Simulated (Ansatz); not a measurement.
A series of calculations on Si47C47

Part 1: Relaxation

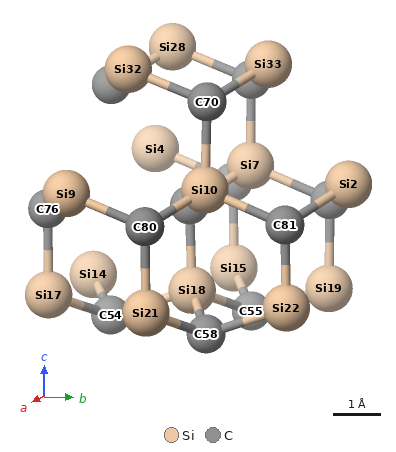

This is the input geometry for a relaxation of a defect cell of composition Si$_{47}$C$_{47}$ (cell charge +1). The picture is a ball-and-stick view of the atoms within 4.2 Å of the atom that moves most (axes of the cell of the calculation (origin shifted)), seen slightly off an axis.

Theory: Ansatz, DFT, PBEsol, PAW, plane waves.

Settings: plane-wave cutoff 420 eV; k-point mesh 1 × 1 × 1; collinear spin; atoms relaxed in a fixed cell; force threshold 0.03 eV/Å; at most 80 steps.

```
Si C
1.0
     9.23420    0.00000    0.00000
     0.00000   10.66274    0.00000
     0.00000    0.00000   10.07595
Si C
47 47
Direct
  0.00240 0.00120 0.49674
  0.33096 0.00285 0.49949
  0.16837 0.25261 0.49918
  0.00003 0.50214 0.49952
  0.66846 0.00191 0.49899
  0.49559 0.25243 0.50153
  0.16567 0.74941 0.50172
  0.83208 0.24815 0.49689
  0.66566 0.50030 0.50172
  0.50195 0.74753 0.49918
  0.82883 0.74954 0.50008
  0.00202 0.16947 0.25011
  0.33285 0.16641 0.25292
  0.16751 0.41804 0.24799
  0.99633 0.66706 0.25078
  0.66871 0.16704 0.24775
  0.50045 0.41664 0.25407
  0.33117 0.67254 0.25297
  0.16930 0.91642 0.24578
  0.83178 0.41347 0.25109
  0.66598 0.66869 0.25340
  0.50032 0.91891 0.25369
  0.83541 0.91527 0.24915
  0.16832 0.08143 0.74890
  0.00030 0.33561 0.74892
  0.49866 0.08211 0.75086
  0.32917 0.33422 0.75283
  0.16651 0.58495 0.74868
  0.99970 0.83279 0.74984
  0.83403 0.08458 0.74935
  0.66322 0.33527 0.75210
  0.49658 0.58386 0.74946
  0.33112 0.83344 0.74947
  0.83672 0.58141 0.75282
  0.66757 0.83159 0.75088
  0.00385 0.00277 0.00007
  0.33842 0.99894 0.99707
  0.16294 0.25254 0.99919
  0.00086 0.49994 0.00185
  0.66466 0.00448 0.00120
  0.49599 0.24789 0.00025
  0.33451 0.49944 0.00205
  0.16815 0.75304 0.99899
  0.83562 0.24853 0.99832
  0.66592 0.50038 0.99993
  0.50301 0.74887 0.99984
  0.82897 0.74933 0.99932
  0.99865 0.99766 0.18537
  0.33373 0.00261 0.18457
  0.16715 0.25439 0.18657
  0.99874 0.49998 0.18671
  0.66644 0.99676 0.18836
  0.50069 0.24990 0.18717
  0.33270 0.50067 0.18976
  0.16811 0.75188 0.18793
  0.83155 0.25317 0.18540
  0.66348 0.49922 0.18696
  0.50199 0.74984 0.18815
  0.83410 0.75214 0.18629
  0.00381 0.99570 0.68689
  0.33265 0.00007 0.68614
  0.16452 0.25104 0.68911
  0.00024 0.50023 0.69081
  0.66563 0.99743 0.68704
  0.50012 0.25171 0.68685
  0.33728 0.50338 0.68776
  0.16504 0.75089 0.68714
  0.83141 0.24840 0.68778
  0.66718 0.50160 0.68840
  0.49825 0.75084 0.68871
  0.83429 0.74911 0.68580
  0.00253 0.16637 0.44290
  0.33802 0.16736 0.43756
  0.00425 0.66774 0.43758
  0.66554 0.16653 0.43620
  0.50099 0.41478 0.43981
  0.33328 0.66741 0.43674
  0.16286 0.91661 0.43629
  0.83494 0.41682 0.43680
  0.66519 0.66606 0.43940
  0.50212 0.91636 0.43254
  0.83422 0.91811 0.43863
  0.16499 0.08113 0.94197
  0.99838 0.33423 0.93623
  0.50148 0.08240 0.94369
  0.33185 0.33521 0.93852
  0.16797 0.58365 0.94066
  0.99776 0.83337 0.93846
  0.83498 0.08314 0.93678
  0.66551 0.33343 0.93671
  0.49705 0.58117 0.94039
  0.33206 0.83234 0.93317
  0.83050 0.58339 0.94008
  0.66329 0.83505 0.93522
```

Where does the relaxation end?

Answer. The atom that moves furthest is C77 (0.21 Å roughly along +b). By element the largest moves are C 0.21 Å, Si 0.07 Å. The lattice vectors keep their values. Near-neighbour distances that change, for instance: Si22–C81 1.802 → 1.902 Å, Si2–C81 1.950 → 1.882 Å, Si7–C77 1.894 → 1.827 Å, Si15–C55 1.933 → 1.876 Å. Bond angles that change, for instance: C54–Si18–C77 107.5° → 114.2°, Si10–C77–Si18 109.2° → 114.9°, Si7–C77–Si10 110.5° → 115.8°. The energy falls by 1.938 eV per cell of the calculation in 3 geometry steps. Largest force component: 2 eV/Å at the start, 0.013 eV/Å at the end. The program noted that the starting moments weren't kept.

Step by step:

```
step  E − E(0), meV/atom  largest force component, eV/Å
   0                0.00                         2.0135
   1              -15.62                         1.2543
   2              -20.49                         0.1985
   3              -20.62                         0.0135
```

The end point in the same view:

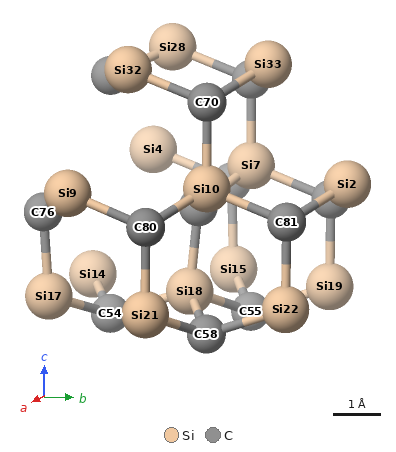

Limits of the set-up: the cell is charged, on a uniform background, and energies carry no finite-size correction.

Part 2: Relaxation

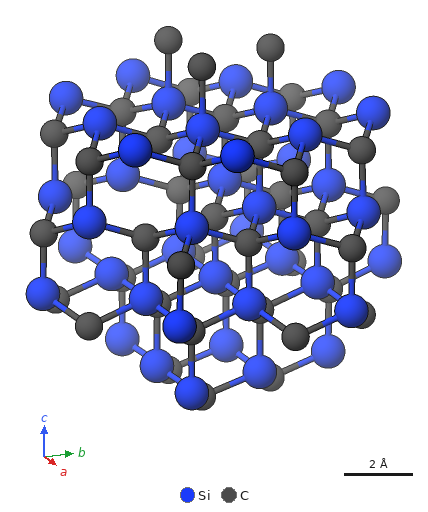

A defect cell of composition Si$_{47}$C$_{47}$ (cell charge −2), before the relaxation. The picture is a ball-and-stick view of the atoms within 5.8 Å of the atom that moves most (axes of the cell of the calculation (origin shifted)), seen slightly off an axis.

Level of theory: DFT, PBEsol, PAW, plane waves (Ansatz).

(plane-wave cutoff 420 eV; k-point mesh 1 × 1 × 1; no spin polarisation; atoms relaxed in a fixed cell; force threshold 0.03 eV/Å; at most 80 steps)

```
Si C
1.0
     9.23420    0.00000    0.00000
     0.00000   10.66274    0.00000
     0.00000    0.00000   10.07595
Si C
47 47
Direct
  0.00240 0.00120 0.49674
  0.33096 0.00285 0.49949
  0.16837 0.25261 0.49918
  0.00003 0.50214 0.49952
  0.66846 0.00191 0.49899
  0.49559 0.25243 0.50153
  0.16567 0.74941 0.50172
  0.83208 0.24815 0.49689
  0.66566 0.50030 0.50172
  0.50195 0.74753 0.49918
  0.82883 0.74954 0.50008
  0.00202 0.16947 0.25011
  0.33285 0.16641 0.25292
  0.16751 0.41804 0.24799
  0.99633 0.66706 0.25078
  0.66871 0.16704 0.24775
  0.50045 0.41664 0.25407
  0.33117 0.67254 0.25297
  0.16930 0.91642 0.24578
  0.83178 0.41347 0.25109
  0.66598 0.66869 0.25340
  0.50032 0.91891 0.25369
  0.83541 0.91527 0.24915
  0.16832 0.08143 0.74890
  0.00030 0.33561 0.74892
  0.49866 0.08211 0.75086
  0.32917 0.33422 0.75283
  0.16651 0.58495 0.74868
  0.99970 0.83279 0.74984
  0.83403 0.08458 0.74935
  0.66322 0.33527 0.75210
  0.49658 0.58386 0.74946
  0.33112 0.83344 0.74947
  0.83672 0.58141 0.75282
  0.66757 0.83159 0.75088
  0.00385 0.00277 0.00007
  0.33842 0.99894 0.99707
  0.16294 0.25254 0.99919
  0.00086 0.49994 0.00185
  0.66466 0.00448 0.00120
  0.49599 0.24789 0.00025
  0.33451 0.49944 0.00205
  0.16815 0.75304 0.99899
  0.83562 0.24853 0.99832
  0.66592 0.50038 0.99993
  0.50301 0.74887 0.99984
  0.82897 0.74933 0.99932
  0.99865 0.99766 0.18537
  0.33373 0.00261 0.18457
  0.16715 0.25439 0.18657
  0.99874 0.49998 0.18671
  0.66644 0.99676 0.18836
  0.50069 0.24990 0.18717
  0.33270 0.50067 0.18976
  0.16811 0.75188 0.18793
  0.83155 0.25317 0.18540
  0.66348 0.49922 0.18696
  0.50199 0.74984 0.18815
  0.83410 0.75214 0.18629
  0.00381 0.99570 0.68689
  0.33265 0.00007 0.68614
  0.16452 0.25104 0.68911
  0.00024 0.50023 0.69081
  0.66563 0.99743 0.68704
  0.50012 0.25171 0.68685
  0.33728 0.50338 0.68776
  0.16504 0.75089 0.68714
  0.83141 0.24840 0.68778
  0.66718 0.50160 0.68840
  0.49825 0.75084 0.68871
  0.83429 0.74911 0.68580
  0.00253 0.16637 0.44290
  0.33802 0.16736 0.43756
  0.00425 0.66774 0.43758
  0.66554 0.16653 0.43620
  0.50099 0.41478 0.43981
  0.33328 0.66741 0.43674
  0.16286 0.91661 0.43629
  0.83494 0.41682 0.43680
  0.66519 0.66606 0.43940
  0.50212 0.91636 0.43254
  0.83422 0.91811 0.43863
  0.16499 0.08113 0.94197
  0.99838 0.33423 0.93623
  0.50148 0.08240 0.94369
  0.33185 0.33521 0.93852
  0.16797 0.58365 0.94066
  0.99776 0.83337 0.93846
  0.83498 0.08314 0.93678
  0.66551 0.33343 0.93671
  0.49705 0.58117 0.94039
  0.33206 0.83234 0.93317
  0.83050 0.58339 0.94008
  0.66329 0.83505 0.93522
```

Q: What does the optimiser find from here?

A: C77 moves most: 0.18 Å along [0 3 −1]. By element the largest moves are C 0.18 Å, Si 0.08 Å. The cell doesn't change. Among the contacts that change: Si27–C66 1.921 → 1.788 Å, Si7–C77 1.894 → 1.779 Å, Si28–C66 1.903 → 1.788 Å, Si10–C77 1.885 → 1.787 Å. Bond angles that change, for instance: C54–Si18–C77 107.5° → 115.8°, Si27–C66–Si28 106.7° → 114.4°, Si7–C77–Si18 108.9° → 114.8°. The energy falls by 2.307 eV per cell of the calculation in 4 geometry steps. Largest force component: 2.5 eV/Å at the start, 0.017 eV/Å at the end. Cost: 10 s on 1 × NVIDIA GB300 Max-Q with 8 threads of Arm Neoverse-V2, peak memory 1.8 GiB.

Step by step:

| step | E − E(0), meV/atom | largest force component, eV/Å |
| --- | --- | --- |
| 0 | 0.00 | 2.5086 |
| 1 | -17.93 | 1.2501 |
| 2 | -24.31 | 0.1756 |
| 3 | -24.53 | 0.0356 |
| 4 | -24.54 | 0.0168 |

After the run, drawn alike:

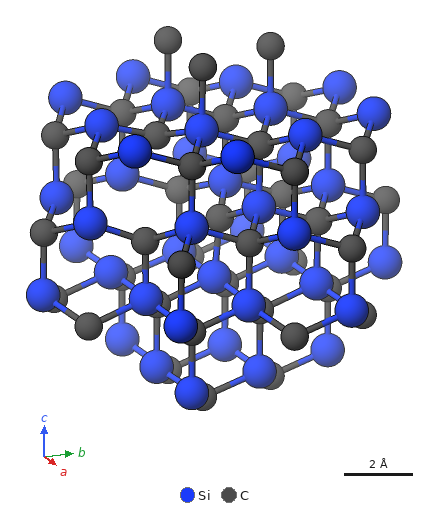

Limits of the set-up: the cell is charged, on a uniform background, and energies carry no finite-size correction.

Part 3: Defect

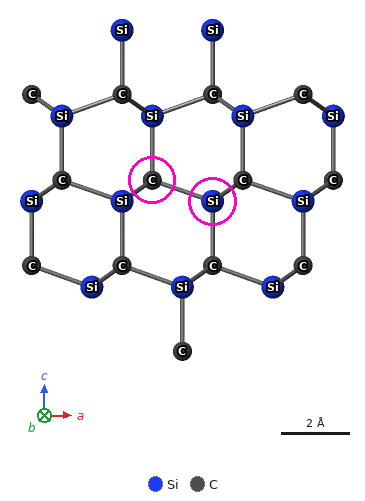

Perfect SiC. The picture is a ball-and-stick view of the atoms within 5.4 Å of one point, in a slice 5.0 Å thick across the line of sight, seen along the b axis.

All numbers below come from DFT, PBEsol, PAW, plane waves in Ansatz 0.2.0. Settings: plane-wave cutoff 420 eV; k-point mesh 1 × 1 × 1; no spin polarisation. Fermi-Dirac smearing of 0.01 eV. A uniform background neutralises the charged cell. The axes drawn are those of the host's conventional cell.

A silicon atom is taken out (a vacancy) and a carbon atom is taken out (a vacancy), the two sites 1.9 Å apart at the ringed places, in charge state −2. The supercell has 96 sites, and the atoms are relaxed at the host's cell.

Predict the relaxed surroundings of the defect.

Around the empty Si site the host had 4 C at 1.88 to 1.89 Å; after relaxation the nearest atoms are 3 C at 2.02 to 2.07 Å. Around the empty C site the host had 4 Si at 1.88 to 1.89 Å; after relaxation the nearest atoms are 3 Si at 1.80 to 1.88 Å. Of the host's atoms, a carbon atom moves furthest from its site, by 0.19 Å.

The relaxed defect, seen from the same direction:

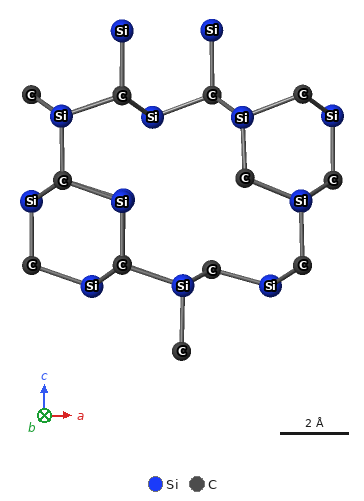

Limits of the set-up: the cell is charged, on a uniform background, and energies carry no finite-size correction.

Part 4: Defect

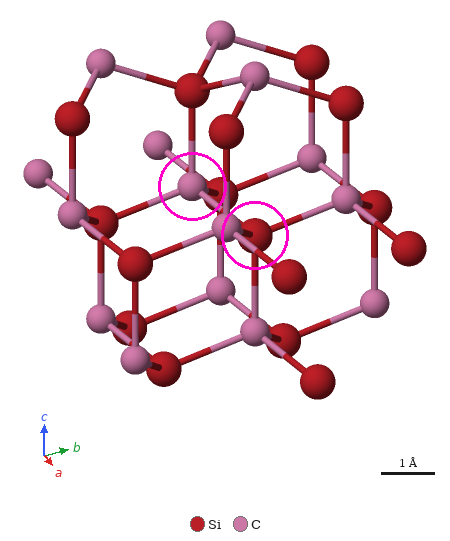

Perfect SiC. Style: ball-and-stick. Shown: the atoms within 4.2 Å of one point, slightly off an axis.

All numbers below come from DFT, PBEsol, PAW, plane waves in Ansatz. Set-up: plane-wave cutoff 420 eV; k-point mesh 1 × 1 × 1; no spin polarisation. Fermi-Dirac smearing of 0.01 eV. The axes drawn are those of the host's conventional cell.

A silicon atom is taken out (a vacancy) and a carbon atom is taken out (a vacancy), the two sites 1.9 Å apart at the ringed places, in charge state 0. The supercell has 96 sites, and the atoms are relaxed at the host's cell.

Predict the relaxed surroundings of the defect.

Around the empty Si site the host had 4 C at 1.88 to 1.89 Å; after relaxation the nearest atoms are 3 C at 2.03 to 2.08 Å. Around the empty C site the host had 4 Si at 1.88 to 1.89 Å; after relaxation the nearest atoms are 3 Si at 1.85 to 1.89 Å. Of the host's atoms, a carbon atom moves furthest from its site, by 0.20 Å.

The relaxed defect, seen from the same direction:

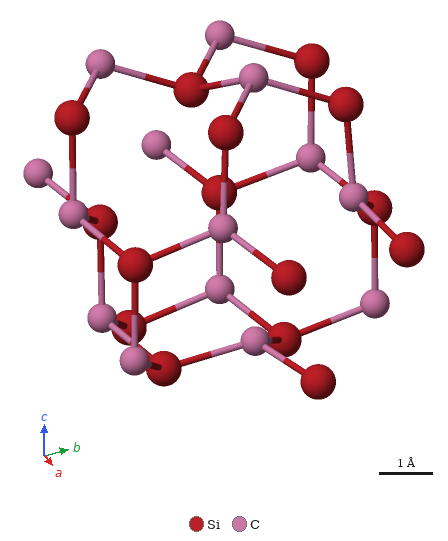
